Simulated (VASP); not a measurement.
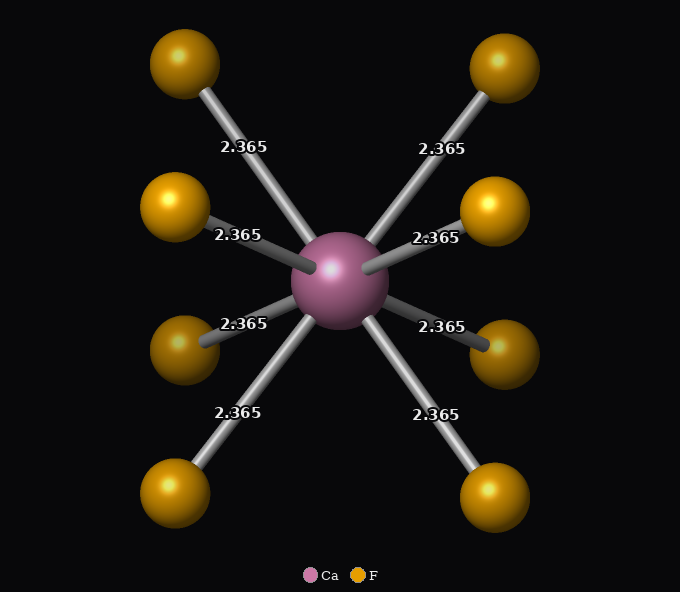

The surroundings of site Ca1 (at 0.000, 0.000, 0.000) in CaF2 (Fm-3m), with bond lengths in Å.

Origin of the cell: an entry of the Crystallography Open Database, as set up for an electronic-structure calculation.

```yaml
crystal:
  lattice:
    - [5.46200, 0.00000, 0.00000]
    - [0.00000, 5.46200, 0.00000]
    - [0.00000, 0.00000, 5.46200]
  atoms:
    - { symbol: Ca, position: [0.00000, 0.00000, 0.00000] }
    - { symbol: F, position: [0.25000, 0.25000, 0.75000] }
    - { symbol: F, position: [0.25000, 0.75000, 0.75000] }
    - { symbol: Ca, position: [0.00000, 0.50000, 0.50000] }
    - { symbol: F, position: [0.25000, 0.75000, 0.25000] }
    - { symbol: F, position: [0.25000, 0.25000, 0.25000] }
    - { symbol: Ca, position: [0.50000, 0.00000, 0.50000] }
    - { symbol: F, position: [0.75000, 0.25000, 0.25000] }
    - { symbol: F, position: [0.75000, 0.75000, 0.25000] }
    - { symbol: Ca, position: [0.50000, 0.50000, 0.00000] }
    - { symbol: F, position: [0.75000, 0.75000, 0.75000] }
    - { symbol: F, position: [0.75000, 0.25000, 0.75000] }
```

Bond valence s = exp((R0 − d)/b), R0 fitted to published crystal structures with b = 0.37 Å; R0 in Å: Ca2+–F 1.845.

> Calculate the bond-valence sum of Ca1 from the bonds drawn.

8 × 0.245 = 1.96 v.u., against a formal valence of 2: a close match.

> And over the whole structure?

| site | x, y, z | formal valence | bond-valence sum | difference |
| --- | --- | --- | --- | --- |
| Ca1 | 0.000, 0.000, 0.000 | +2 | 1.98 | -0.02 |
| F1 | 0.250, 0.250, 0.750 | −1 | 0.99 | -0.01 |

These sums include all anions within 5 Å. The global instability index (root mean square of the differences over all atoms) is 0.02 v.u.: little strain. The cell was not relaxed for this table, and a volume that is off by a few per cent shifts all sums together.
